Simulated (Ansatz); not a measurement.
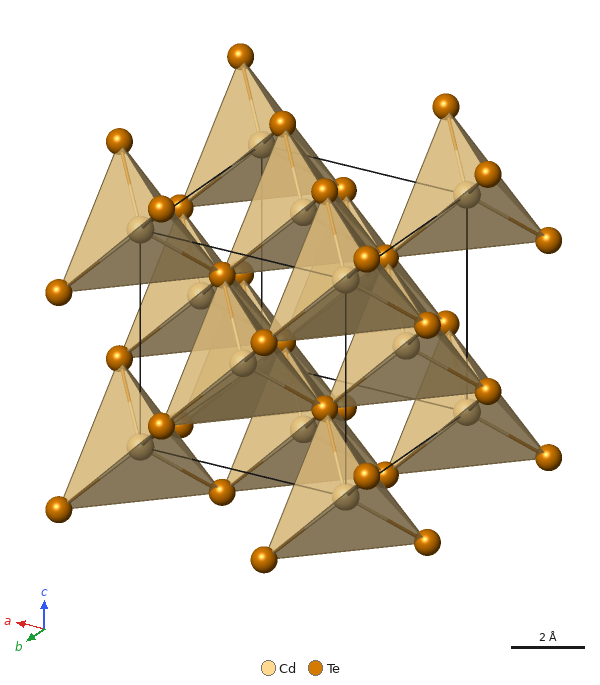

The starting point is crystalline CdTe (built on the zincblende type). The picture is a polyhedral view of the conventional cell (4 times the calculation's cell), seen from a free direction. Lengths and directions refer to the drawn axes.

Method: Ansatz, DFT PBE, scalar-relativistic, plane waves, PAW. (plane-wave cutoff 420 eV; k-point mesh 10 × 10 × 10; occupations gaussian; smearing width 0.05 eV; no spin polarisation)

Change: All lengths are scaled by +2.3 % (volume +7.0 %), the atoms keeping their fractional coordinates. No relaxation follows.

Q: What is the effect?

A: Some distances before and after: Cd–Te 2.866 → 2.931 Å. The space group stays F-43m (No. 216). Energy change: +17.1 meV per atom. The pressure goes from 0.0 to −2.0 GPa. All forces vanish by symmetry.

Drawn alike, the variant:

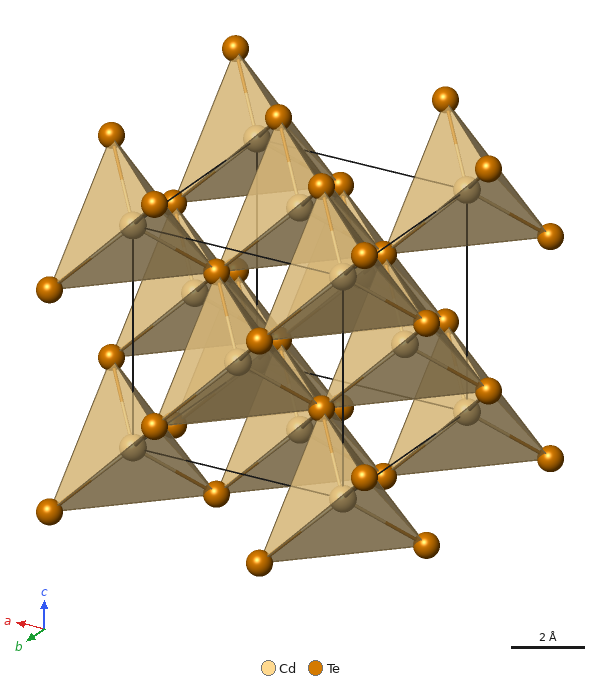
